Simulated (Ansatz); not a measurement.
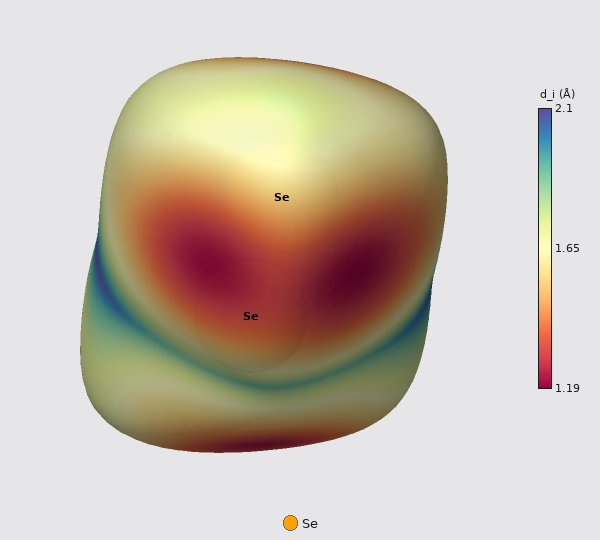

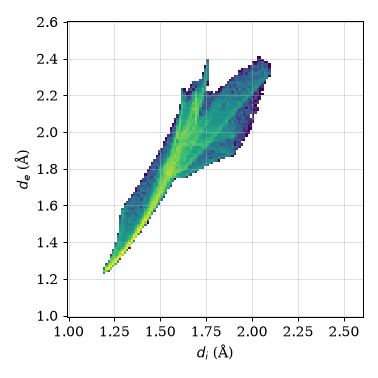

Hirshfeld surface computed for one Se$_{2}$ unit (covalently bonded non-metal atoms) in WSe$_{2}$ in space group P2_12_12, coloured by d_i. The second picture is its fingerprint plot, coloured by area on a logarithmic scale (dark little, yellow much).

The surface is where the fragment's share of the procrystal density (the sum of the densities of spherically averaged neutral Hartree-Fock atoms) equals one half. d_i and d_e are the distances from the surface to the nearest nucleus inside and outside. From Rb on the atoms have core potentials, so only their outer electrons count.

The cell is taken from the geometry relaxed with DFT, PBEsol, plane waves, PAW (Ansatz 0.2.0); the starting structure was generated, so it need not be a known form of this composition.

Space group P2_12_12 (No. 18). a = 5.601 Å, b = 6.277 Å, c = 6.621 Å, α = 90.00°, β = 90.00°, γ = 90.00°
| atom | site | symmetry | x | y | z |
| --- | --- | --- | --- | --- | --- |
| W | 2a | ..2 | 0.0000 | 0.0000 | 0.9154 |
| Se | 4c | 1 | 0.1826 | 0.3557 | 0.8748 |
| W | 2a | ..2 | 0.0000 | 0.0000 | 0.3411 |
| Se | 4c | 1 | 0.2240 | 0.3573 | 0.3708 |

What is the shortest distance from the fragment to an atom outside it?

Se–W, 2.43 Å.

How is the surface shared among contacts (nearest atom inside ··· nearest atom outside)?

Se···W 62 %, Se···Se 38 %. The surface faces 14 neighbours with more than 2 % of its area each: 8 Se + 6 W.

Give the size and shape of the surface.

It encloses about 31.7 Å³, has an area of about 54 Å² and a globularity of 0.90 (1 for a sphere).

Where does the fingerprint reach closest to the origin?

The smallest d_i + d_e is about 2.4 Å, which belongs to the shortest contact, Se···W at 2.43 Å; d_e runs from 1.24 to 2.40 Å.
